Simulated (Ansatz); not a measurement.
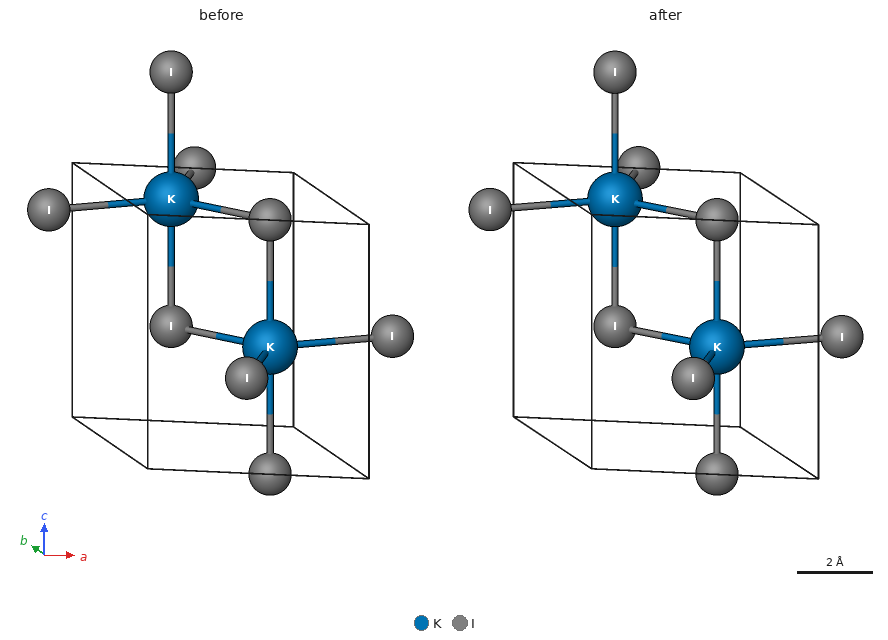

Left: crystalline KI (built on the wurtzite type) at its r2SCAN-relaxed geometry. Right: the same structure after one change, at the same scale. The picture is a ball-and-stick view of the cell of the calculation, seen slightly off an axis.

Level of theory: DFT, PBE, plane waves, PAW (Ansatz 0.2.0). Settings: plane-wave cutoff 420 eV; k-point mesh 6 × 6 × 4; occupations fermi dirac; smearing width 0.02 eV; no spin polarisation.

Q: What distinguishes the right structure from the left one?

A: The cell is strained by +2.5 % along a and none across it (volume +2.5 %). The atoms were relaxed with r2SCAN under that strain, and this is a single point on that geometry.

Q: What does the change do?

A: The energy changes by less than 1 meV per atom. Pressure: 0.3 GPa before, 0.0 GPa after. The principal stresses (compression positive) are 0.2 GPa along c and none across it. The forces stay under 0.01 eV/Å. Near-neighbour distances before and after: I–K 3.487 → 3.529 to 3.532 Å. The space group (tolerance 0.01 Å) goes from P6_3/mmc (No. 194) to Cmcm (No. 63).
